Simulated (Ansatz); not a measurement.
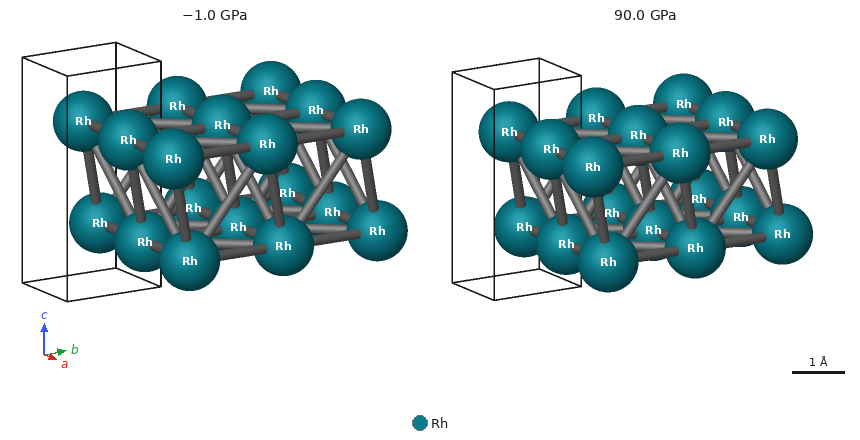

Crystalline Rh (set up in P6_3/mmc), relaxed (cell and atoms) at several target pressures. The picture shows the first and the last member. Style: ball-and-stick. Shown: the cell of the calculation, repeated 3 × 3 × 1 with one cell outlined, slightly off an axis.

Computed with Ansatz 0.2.0: DFT PBE, scalar-relativistic, plane waves, PAW. Settings: plane-wave cutoff 420 eV; k-point mesh 18 × 18 × 10; occupations gaussian; smearing width 0.1 eV; no spin polarisation; cell and atoms relaxed; force threshold 0.008 eV/Å.

```json
{"pressure (GPa)": "−1.0", "volume (Å³/atom)": "14.154", "a (Å)": "2.729", "c (Å)": "4.391"}
{"pressure (GPa)": "0.0", "volume (Å³/atom)": "14.097", "a (Å)": "2.725", "c (Å)": "4.385"}
{"pressure (GPa)": "1.0", "volume (Å³/atom)": "?", "a (Å)": "?", "c (Å)": "?"}
{"pressure (GPa)": "4.0", "volume (Å³/atom)": "13.888", "a (Å)": "2.711", "c (Å)": "4.364"}
{"pressure (GPa)": "12.0", "volume (Å³/atom)": "13.515", "a (Å)": "2.686", "c (Å)": "4.327"}
{"pressure (GPa)": "25.0", "volume (Å³/atom)": "13.016", "a (Å)": "2.652", "c (Å)": "4.275"}
{"pressure (GPa)": "50.0", "volume (Å³/atom)": "12.283", "a (Å)": "2.600", "c (Å)": "4.197"}
{"pressure (GPa)": "90.0", "volume (Å³/atom)": "11.450", "a (Å)": "2.538", "c (Å)": "4.104"}
```

**Estimate the missing row from the others, and compare with the calculation.**

Murnaghan's form V = V₀(1 + B′P/B₀)^(−1/B′), with V₀ = 14.097 Å³ from the row at zero pressure, fits the other rows with B₀ = 260 GPa and B′ = 4.56 (largest miss 0.004 Å³). At 1.0 GPa it gives 14.097 × (1 + 4.56 × 1.0/260)^(−1/4.56) = 14.043 Å³ per atom. The calculation gives 14.043 Å³/atom (a = 2.721 Å, c = 4.379 Å). The estimate is right to the digits shown. From the first member to the last: Rh–Rh 2.729 → 2.538 Å, Rh–Rh 2.702 → 2.522 Å.

The whole series:

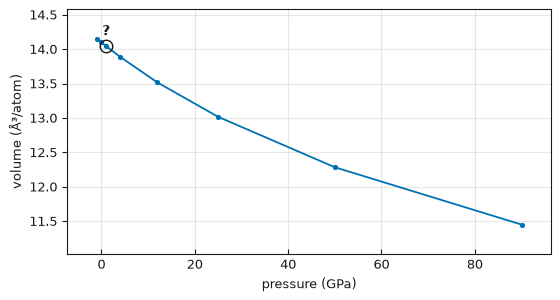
